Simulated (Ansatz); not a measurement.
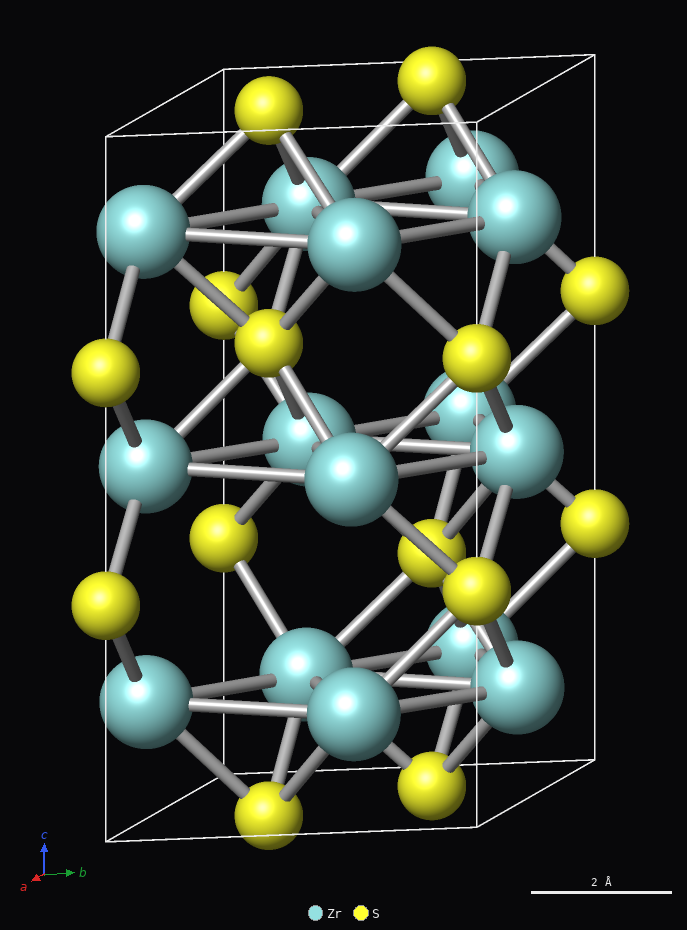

Shown here is a ball-and-stick view of the crystal, taken slightly off an axis. The wireframe shows the conventional unit cell. Cell: a = 5.443 Å, b = 5.443 Å, c = 10.304 Å, α = 90.00°, β = 90.00°, γ = 120.00°.

The stoichiometry is Zr3S2. Space group R32 (No. 155), lattice rhombohedral (trigonal R). Atoms per cell: 15 (9 Zr, 6 S). The numbers of neighbours within bonding distance are Zr 10 and S 6. Not all metal-metal contacts are counted.

The model was built from a structure listed in the Materials Project. The cell was then strained or its atoms displaced on purpose. Ansatz was used for an electronic-structure calculation on it.

At this level of theory the run's own cell isn't at rest (compressed, at 16 GPa), so its distances can differ from those at equilibrium, the more so the softer the solid.
